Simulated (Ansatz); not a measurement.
Bi2Te3 and related structures: several calculations on one system

## 1. Relaxation

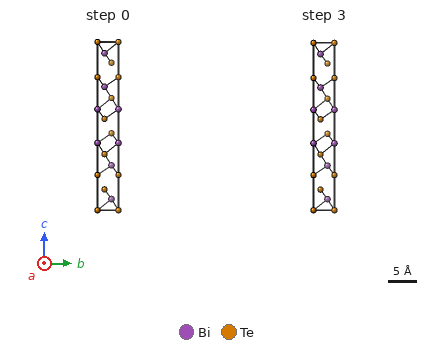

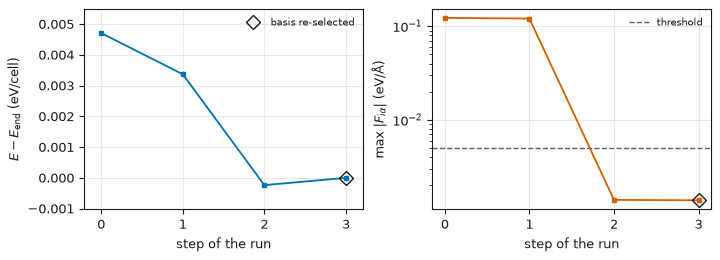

First and last geometry of a relaxation of solid Bi₂Te₃ (set up in R-3m), with the history of the run. The picture is a ball-and-stick view of the conventional cell (3 times the calculation's cell), seen along the a axis. Lengths and directions refer to the drawn axes.

All numbers below come from DFT PBEsol, scalar-relativistic, plane waves, PAW (Ansatz).

Input
```yaml
crystal:
  lattice:
    - [2.1930005584, 1.2661294627, 10.16567]
    - [-2.1930005584, 1.2661294627, 10.16567]
    - [0.0, -2.5322589254, 10.16567]
  atoms:
    - { symbol: Bi, position: [0.4, 0.4, 0.4] }
    - { symbol: Bi, position: [0.6, 0.6, 0.6] }
    - { symbol: Te, position: [0.0, 0.0, 0.0] }
    - { symbol: Te, position: [0.2095, 0.2095, 0.2095] }
    - { symbol: Te, position: [0.7905, 0.7905, 0.7905] }
basis:
  ecutwfc: 420
kpoints:
  mp_grid: { grid: [12, 12, 12] }
hamiltonian:
  xc: pbesol
scf:
  occupations: { method: gaussian, width: 0.01 }
output:
  forces: true
  stress: true
  eigenvalues: true
  write_density: true
  write_potential: true
  elf: true
  volumetric_format: npy
relax:
  adjacent_minimum: "off"
  f_tol: 0.005
  max_steps: 80
  cell: { stress_tol: 0.05 }
```

Launched with:
```bash
ansatz run input.yaml --threads 1 --pin off --max-ram 2560MiB --backend cpu --events-out ev --progress --plain --runs-dir out
```

Q: Did the run converge, and what did it change?

A: It converged. After 2 accepted moves (3 points after the start) the energy has fallen by 4.7 meV per cell of the calculation. The largest force component goes from 0.12 to 0.0014 eV/Å. Pressure: −0.60 GPa at the start and −0.01 GPa at the end. The SCF was repeated once at an unchanged geometry on a basis and grid sized afresh for the cell, which shifted the energy by 0.2 meV per cell of the calculation at most. The largest moves relative to the cell, 0.015 Å, are those of Te4 and Te5. Te5 goes along −c. Largest moves by element: Te 0.015 Å, Bi 0.005 Å. Cell: a = b 4.386 → 4.381 Å (−0.1 %), c 30.497 → 30.323 Å (−0.6 %). Volume −0.8 %. Some distances before and after: Bi1–Te5 3.074 → 3.061 Å, Bi1–Te3 3.247 → 3.235 Å. The space group stays R-3m (No. 166). Cost: 14 min on 1 thread of Intel(R) Xeon(R) Processor @ 2.50GHz (Skylake/Cascade Lake) (shared host), peak memory 1.2 GiB.

## 2. Relaxation

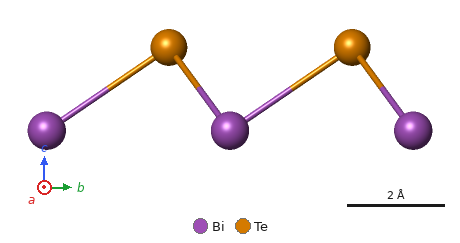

Starting structure of a slab of composition Bi4Te5 (cut from the R-3m phase). The picture is a ball-and-stick view of the atoms within 5.0 Å of the atom that moves most (axes of the 2 × 2 repeat of the cell, outlined in the plane, without the vacuum), seen along the a axis.

Case: (0 0 1) slab, atoms relaxed. The slab is the (0 0 1) face of Bi2Te3.

Theory: Ansatz, DFT PBEsol, scalar-relativistic, plane waves, PAW.

Input
```yaml
crystal:
  lattice:
    - [4.3808388107, 0.0, 0.0]
    - [-2.1904194054, 3.7939177, 0.0]
    - [0.0, 0.0, 31.1830352056]
  atoms:
    - { symbol: Bi, position: [0.3333333333, 0.6666666667, 0.240515394] }
    - { symbol: Te, position: [0.6666666667, 0.3333333333, 0.2957836717] }
    - { symbol: Te, position: [0.0, 0.0, 0.3800732302] }
    - { symbol: Bi, position: [0.3333333333, 0.6666666667, 0.4353415079] }
    - { symbol: Te, position: [0.6666666667, 0.3333333333, 0.5] }
    - { symbol: Bi, position: [0.0, 0.0, 0.5646584921] }
    - { symbol: Te, position: [0.3333333333, 0.6666666667, 0.6199267698] }
    - { symbol: Te, position: [0.6666666667, 0.3333333333, 0.7042163283] }
    - { symbol: Bi, position: [0.0, 0.0, 0.759484606] }
basis:
  ecutwfc: 420
kpoints:
  mp_grid: { grid: [9, 9, 1] }
hamiltonian:
  xc: pbesol
scf:
  occupations: { method: gaussian, width: 0.05 }
output:
  forces: true
  eigenvalues: true
relax:
  adjacent_minimum: "off"
  f_tol: 0.02
  max_steps: 60
efield:
  axis: 3
  dipole_correction: true
  ramp_width: 0.04
```

Run as
```bash
ansatz run input.yaml --threads 1 --pin off --max-ram 2560MiB --backend cpu --events-out ev --progress --plain --runs-dir out
```

**What does the optimiser find from here?**

The largest moves relative to the layer's centre, 0.40 Å, are those of Bi1 and Bi9. Bi1 goes along the normal (+c). By element the largest moves are Bi 0.40 Å, Te 0.28 Å. The cell stays as it was. Some distances before and after: Bi1–Te2 3.061 → 2.994 Å. Among the angles between lasting bonds that change: Te2–Bi1–Te2 91.4° → 94.0°, Bi1–Te2–Bi1 91.4° → 94.0°. After 5 geometry steps the energy has fallen by 0.146 eV per cell of the calculation. The largest force component goes from 0.61 to 0.0018 eV/Å. Cost: 10 min on 1 thread of Intel(R) Xeon(R) Processor @ 2.50GHz (Skylake/Cascade Lake) (shared host), peak memory 0.88 GiB.

The end point in the same view:

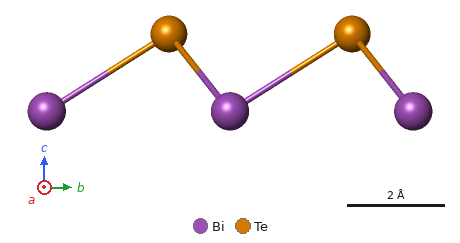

## 3. A change

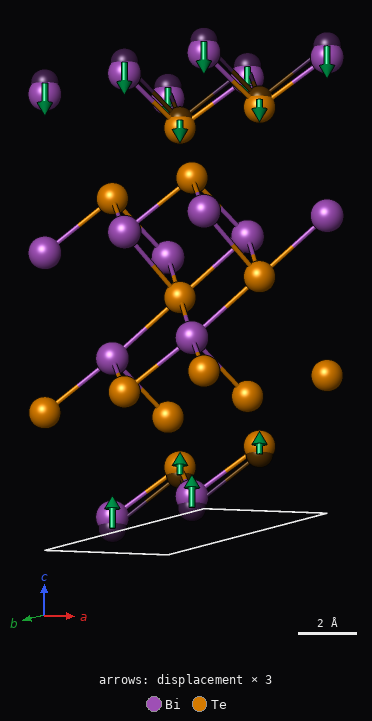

A (0 0 1) slab of Bi$_{2}$Te$_{3}$ as cut from the relaxed bulk, drawn pale, and a changed version of it, drawn solid. The green arrows show how the atoms are displaced, magnified 3 times. A ball-and-stick model of the 1 × 2 repeat of the cell, outlined in the plane, without the vacuum, seen from a free direction.

Level of theory: DFT PBEsol, scalar-relativistic, plane waves, PAW (Ansatz 0.2.0). Settings: plane-wave cutoff 420 eV; occupations gaussian; no spin polarisation. The k-mesh is chosen for each cell (12×12×12, 9×9×1). Smearing widths differ between the runs.

**What was done to the structure, and with what result?**

The atoms of the slab are relaxed at the bulk's in-plane cell. The slab isn't stoichiometric; relaxing it gains 0.072 J/m². The top spacing, between the Bi and Te planes, goes from 1.72 to 1.60 Å (−7.0 %), the bottom one (Bi to Te) from 1.72 to 1.60 Å (−7.0 %). The work function of the top face goes from 3.77 to 3.78 eV. The lattice vectors keep their values. The largest moves relative to the layer's centre, 0.40 Å, are those of Bi atoms. By element the largest moves are Bi 0.40 Å, Te 0.28 Å. Some distances before and after: Bi–Te 3.061 → 2.994 to 3.077 Å, Bi–Te 3.235 → 3.221 Å.
